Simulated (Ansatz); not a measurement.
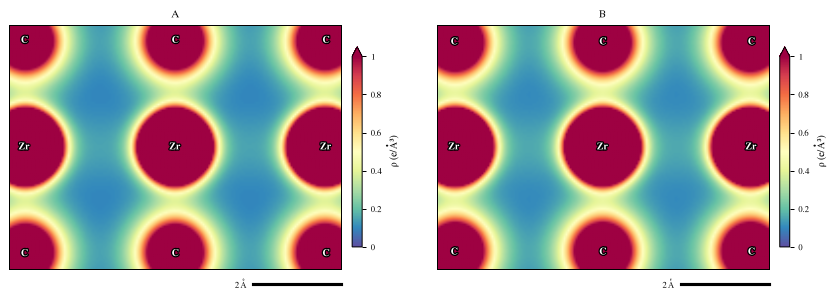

ZrC. The valence pseudo-density of two cells that differ in size, on the (101̄) plane of each (indices in the axes of the calculation cell), at one length scale and on one colour scale: A has 14.2 Å³ an atom and B 13.6.

Space group Fm-3m.

Theory: DFT PBEsol, scalar-relativistic, plane waves, PAW in Ansatz.

The larger cell:

```
Zr C
1.0
     0.00000    2.42072    2.42072
     2.42072    0.00000    2.42072
     2.42072    2.42072    0.00000
Zr C
1 1
Direct
  0.50000 0.50000 0.50000
  0.00000 0.00000 0.00000
```

The smaller cell: a = 3.374 Å, b = 3.374 Å, c = 3.374 Å, α = 60.00°, β = 60.00°, γ = 60.00°.

### What does the compression do to the bonding and the properties?

From the larger cell to the smaller, Zr–C goes from 2.42 to 2.39 Å, and the density at its midpoint from 0.4 to 0.42 e/Å³; the pressure goes from −21 to −13 GPa.
